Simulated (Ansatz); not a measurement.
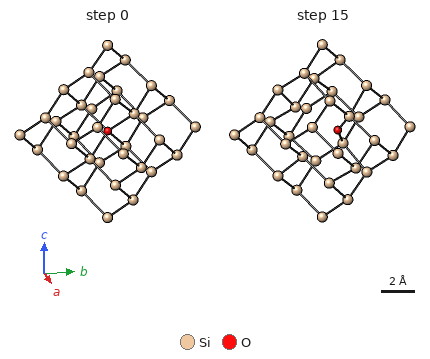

The structure of a defect cell of composition Si$_{63}$O before (left) and after (right) a relaxation, at one scale.

A ball-and-stick model of the atoms within 5.8 Å of the atom that moves most (axes of the cell of the calculation (origin shifted)), seen slightly off an axis.

Theory: DFT, PBEsol, PAW, plane waves (Ansatz 0.2.0). (plane-wave cutoff 420 eV; k-point mesh 1 × 1 × 1; mesh shifted by (0.25, 0.25, 0.25); no spin polarisation; atoms relaxed in a fixed cell; force threshold 0.03 eV/Å; at most 80 steps)

> Describe what moved and what it gained.

The energy falls by 1.885 eV per cell of the calculation in 15 geometry steps. Largest force component: 1.2 eV/Å at the start, 0.026 eV/Å at the end. The largest move is that of the O atom, 0.93 Å along +b. Largest moves by element: O 0.93 Å, Si 0.33 Å. The cell stays as it was. Near-neighbour distances that change, for instance: O–Si 2.397 → 1.706 Å, O–Si 2.332 → 1.702 Å, O–Si 2.349 → 2.975 Å, Si–Si 2.349 → 2.463 Å. Among the angles between lasting bonds that change: Si–Si–Si 111.3° → 102.6°, Si–Si–Si 110.0° → 103.3°, Si–Si–Si 108.6° → 103.3°. The run took 2.4 min on 7 threads of Arm Neoverse-V2, peak memory 1.8 GiB.
